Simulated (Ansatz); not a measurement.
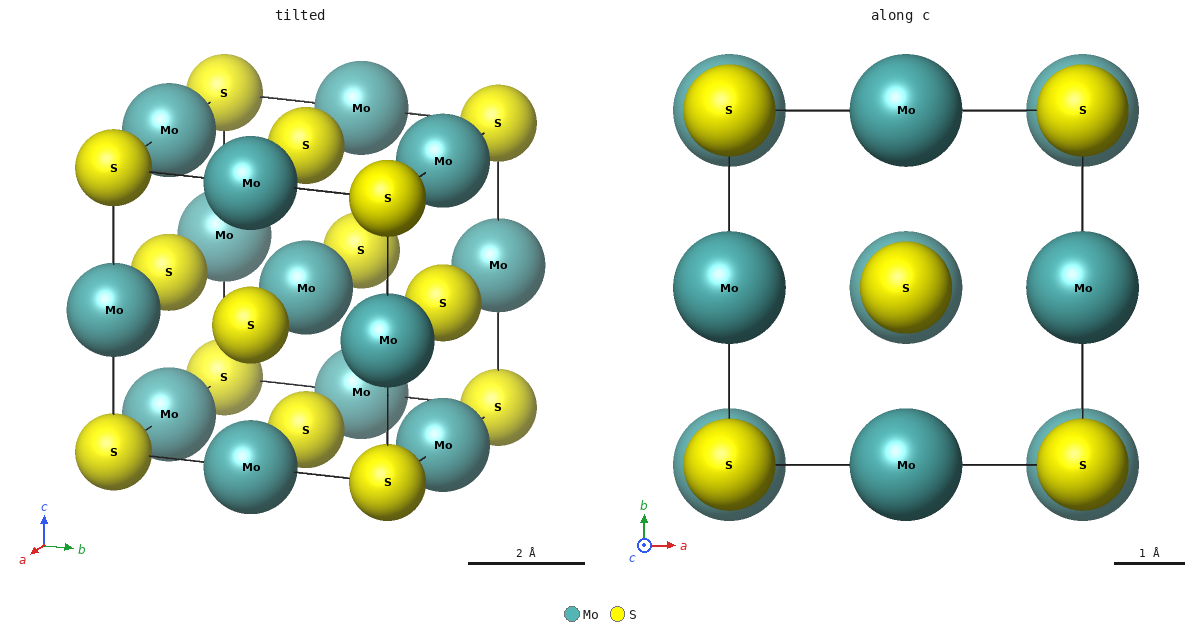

The crystal in a spheres-only representation, seen slightly off an axis and along the c axis. The parallelepiped is the drawn cell (a repeat of the simulation cell). Cell: a = 5.09 Å, b = 5.11 Å, c = 5.11 Å, α = 90.00°, β = 90.00°, γ = 90.00°.

Provenance: a structure type filled with these elements by a generator (whether the compound takes this form wasn't checked). Earlier steps of the study, as a rule a relaxation of our own, may have changed the cell and positions, so they can lie some per cent off the listed ones. It was run through Ansatz as a DFT input.

In words:

Chemical formula MoS. Strictly the space group is I4/mmm (No. 139, within 0.01 Å). It is a distorted form of a face-centred cubic structure, space group Fm-3m (No. 225) within 0.25 Å: rock salt (NaCl type). Atoms per cell: 8 (4 Mo, 4 S). The coordination shell of Mo holds six S in an octahedral arrangement at about 2.5 Å. S is coordinated by six Mo in an octahedral arrangement at about 2.5 Å.

Computed with DFT r2SCAN, scalar-relativistic, plane waves, PAW (Ansatz 0.2.0). Settings: plane-wave cutoff 500 eV, k-points about 0.29 Å⁻¹ apart, Gaussian smearing of 0.05 eV, collinear spins.

Which atoms carry magnetic moments in this run, and how do they order?

The state reached is antiferromagnetic. Sizes: Mo 2.0 μB; net moment 0.0 μB in the run's cell of 4 atoms.

What is the electronic character?

A metal: bands cross the Fermi level.

What net charge does each kind of atom have (Bader)?

Mo +1.18 e; S -1.18 e.

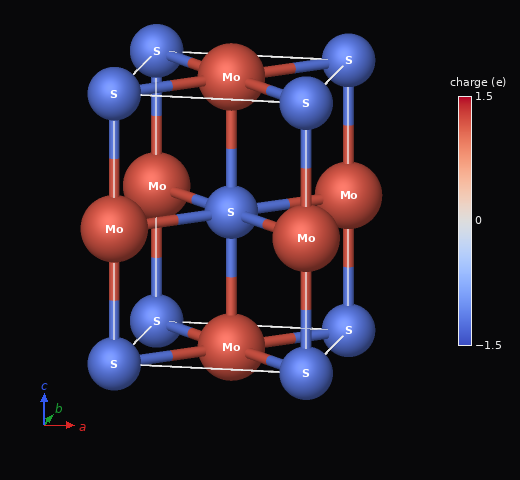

The atoms coloured by those charges. The run's cell of 4 atoms is drawn in a reduced setting, so axes and origin can differ from the first picture.

Is the structure in equilibrium?

Yes. All forces vanish to within 0.01 eV/Å. The pressure is 0.0 GPa, close to zero.
